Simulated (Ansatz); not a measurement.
# Calculations on Ga₉N₇

## 1. Relaxation

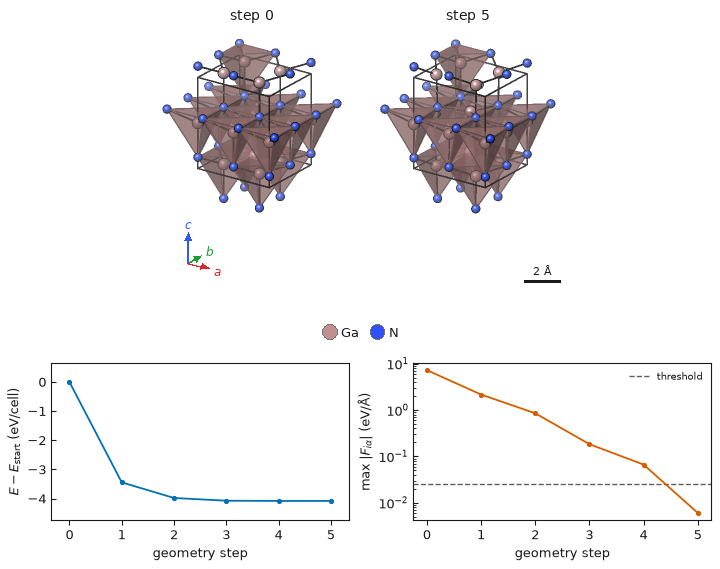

First and last geometry of a relaxation of a defect cell of composition Ga$_{9}$N$_{7}$, with the history of the run. The picture is a polyhedral view of the cell of the calculation, reduced to other axes (origin shifted), seen slightly off an axis. Lengths and directions refer to the drawn axes.

Case: Ga on a N site (b), charge +0, atoms relaxed at the host's cell.

Computed with DFT PBE, scalar-relativistic, plane waves, PAW (Ansatz 0.2.0). (plane-wave cutoff 420 eV; k-point mesh 3 × 3 × 3; occupations gaussian; smearing width 0.01 eV; no spin polarisation; atoms relaxed in a fixed cell; force threshold 0.025 eV/Å; at most 45 steps)

Question: What do the curves and the structures tell?

Answer: It converged. After 5 geometry steps the energy has fallen by 4.080 eV per cell of the calculation. The largest force component goes from 7.3 to 0.006 eV/Å. The atom that moves furthest is a Ga atom (0.55 Å along +c). Largest moves by element: Ga 0.55 Å, N 0.13 Å. The cell doesn't change. Some distances before and after: Ga–Ga 1.967 → 2.284 Å, Ga–N 1.975 → 1.893 Å, Ga–N 1.975 → 1.935 Å, Ga–N 1.967 → 1.987 Å. Among the angles between lasting bonds that change: Ga–Ga–N 109.2° → 92.4°, Ga–N–Ga 109.2° → 94.5°, Ga–N–Ga 109.8° → 96.2°. The run took 53 s on 4 threads of Arm Neoverse N1 (shared host), peak memory 0.68 GiB.

Limits of the set-up: the k-point mesh is coarse for a cell with partly filled bands; the periodic images lie only 5.2 Å apart, so the values are limited by the cell's size.

## 2. Relaxation

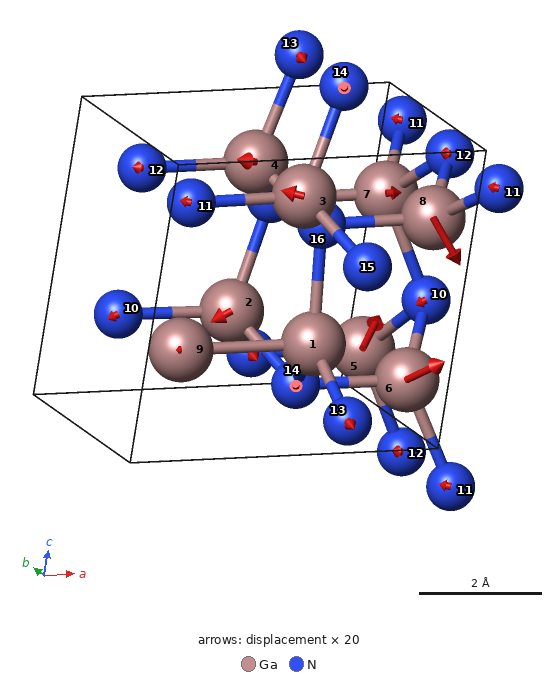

This is a relaxation of a defect cell of composition Ga9N7 (cell charge −2). The starting structure is drawn; red arrows show the displacements, 20 times their true length.

The picture is a ball-and-stick view of the cell of the calculation, seen slightly off an axis.

Case: Ga on a N site (b), charge -2, atoms relaxed at the host's cell.

All numbers below come from DFT PBE, scalar-relativistic, plane waves, PAW in Ansatz.

Input file:
```yaml
crystal:
  lattice:
    - [0.0, 0.0, -5.2431684262]
    - [6.4367416346, 1.0e-10, 0.0]
    - [-3.2183708173, -5.5743817732, 0.0]
  atoms:
    - { symbol: Ga, position: [0.595262812, 0.1666666667, 0.3333333333] }
    - { symbol: Ga, position: [0.4868278878, 0.666757858, 0.333515716] }
    - { symbol: Ga, position: [0.4868278878, 0.166484284, 0.833242142] }
    - { symbol: Ga, position: [0.4868278878, 0.666757858, 0.833242142] }
    - { symbol: Ga, position: [-0.0154418815, 0.8041826281, 0.152091314] }
    - { symbol: Ga, position: [-0.0154418815, 0.347908686, 0.152091314] }
    - { symbol: Ga, position: [-0.0114278534, 0.8333333333, 0.6666666667] }
    - { symbol: Ga, position: [-0.0154418815, 0.347908686, 0.6958173719] }
    - { symbol: Ga, position: [0.165144586, 0.1666666667, 0.3333333333] }
    - { symbol: "N", position: [0.1187084159, 0.6697910733, 0.3395821466] }
    - { symbol: "N", position: [0.1187084159, 0.1604178534, 0.8302089267] }
    - { symbol: "N", position: [0.1187084159, 0.6697910733, 0.8302089267] }
    - { symbol: "N", position: [0.6221947532, 0.8087602048, 0.1543801024] }
    - { symbol: "N", position: [0.6221947532, 0.3456198976, 0.1543801024] }
    - { symbol: "N", position: [0.6141529292, 0.8333333333, 0.6666666667] }
    - { symbol: "N", position: [0.6221947532, 0.3456198976, 0.6912397952] }
  host:
    lattice:
      - [3.2183708173, 0.0, 0.0]
      - [-1.6091854087, 2.7871908866, 0.0]
      - [0.0, 0.0, 5.2431684262]
    atoms:
      - { symbol: Ga, position: [0.6666666667, 0.3333333333, 0.4991348648] }
      - { symbol: Ga, position: [0.3333333333, 0.6666666667, 0.9991348648] }
      - { symbol: "N", position: [0.6666666667, 0.3333333333, 0.8758651352] }
      - { symbol: "N", position: [0.3333333333, 0.6666666667, 0.3758651352] }
total_charge: -2
basis:
  ecutwfc: 420
  xc_grid: 2
kpoints:
  mp_grid: { grid: [3, 3, 3], shift: [0.0, 0.0, 0.0] }
hamiltonian:
  xc: pbe
scf:
  occupations: { method: gaussian, width: 0.01 }
output:
  forces: true
  stress: false
  eigenvalues: true
  charged_corrections:
    defect_position: [0.12413486, 0.16666667, 0.33333333]
    epsilon: [[10.4928, 0.0, 0.0], [0.0, 10.4928, 0.0], [0.0, 0.0, 11.6882]]
relax:
  adjacent_minimum: "off"
  f_tol: 0.025
  max_steps: 45
```

Command:
```bash
ansatz run input.yaml --threads 4 --pin off --max-ram 8192MiB --backend cpu --events-out ev --progress --plain --runs-dir out
```

> Which element moves most?

Gallium: up to 0.048 Å, against 0.011 Å for nitrogen.

> Describe the change and its energy.

The energy falls by 0.110 eV per cell of the calculation in 3 geometry steps. The largest force component goes from 1 to 0.013 eV/Å. The largest moves, 0.048 Å, are those of Ga5, Ga6 and Ga8. Ga8 goes along [1 −1 −2]. By element the largest moves are Ga 0.048 Å, N 0.011 Å. The lattice vectors keep their values. Among the contacts that change: Ga5–Ga9 2.231 → 2.182 Å, Ga5–N13 1.900 → 1.920 Å, Ga7–N15 1.963 → 1.979 Å, Ga2–N15 1.973 → 1.987 Å. Bond angles that change, for instance: Ga5–N10–Ga6 98.7° → 101.9°.

Limits of the set-up: the k-point mesh is coarse for a cell with partly filled bands; the periodic images lie only 5.2 Å apart, so the values are limited by the cell's size; the cell is charged, on a uniform background, and energies carry no finite-size correction.

## 3. Defect

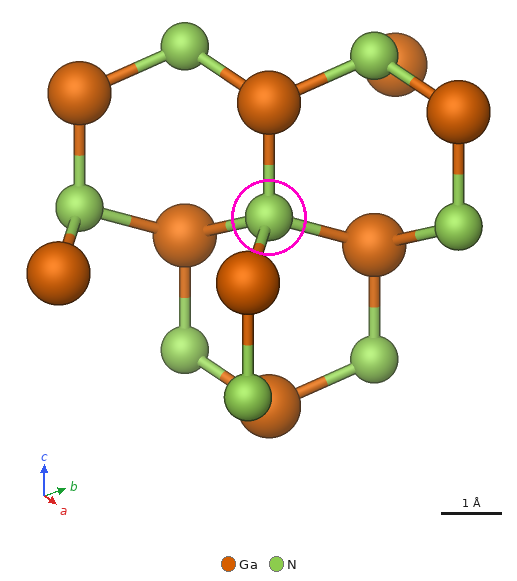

Perfect GaN. Style: ball-and-stick. Shown: the atoms within 4.0 Å of one point, in a slice 4.2 Å thick across the line of sight, slightly off an axis.

Computed with DFT PBE, scalar-relativistic, plane waves, PAW (Ansatz 0.2.0). (plane-wave cutoff 420 eV; k-point mesh 3 × 3 × 3; occupations gaussian; smearing width 0.01 eV; no spin polarisation) The cell is small and the k-mesh coarse, so the numbers are rough. The axes drawn are those of the host's conventional cell.

A nitrogen atom is replaced by gallium at the ringed place, in charge state 0. The supercell has 16 sites, and the atoms are relaxed at the host's cell.

### Predict the relaxed surroundings of the defect.

In the host the N atom has 4 Ga at 1.97 to 1.98 Å; the Ga atom ends with 4 Ga at 2.28 Å. Of the host's atoms, a gallium atom moves furthest from its site, by 0.59 Å. The Ga atom itself moves 0.28 Å from where it was put. Relaxing the atoms from the host's sites lowers the energy by 4.08 eV. At a tolerance of 0.02 Å the relaxed supercell has space group P3m1.

The relaxed defect, seen from the same direction:

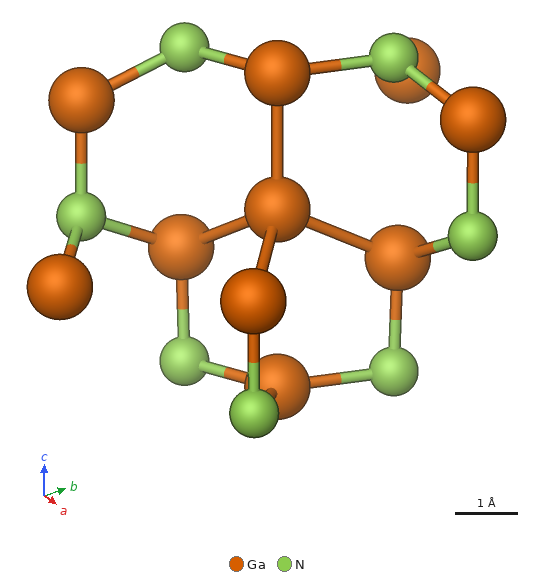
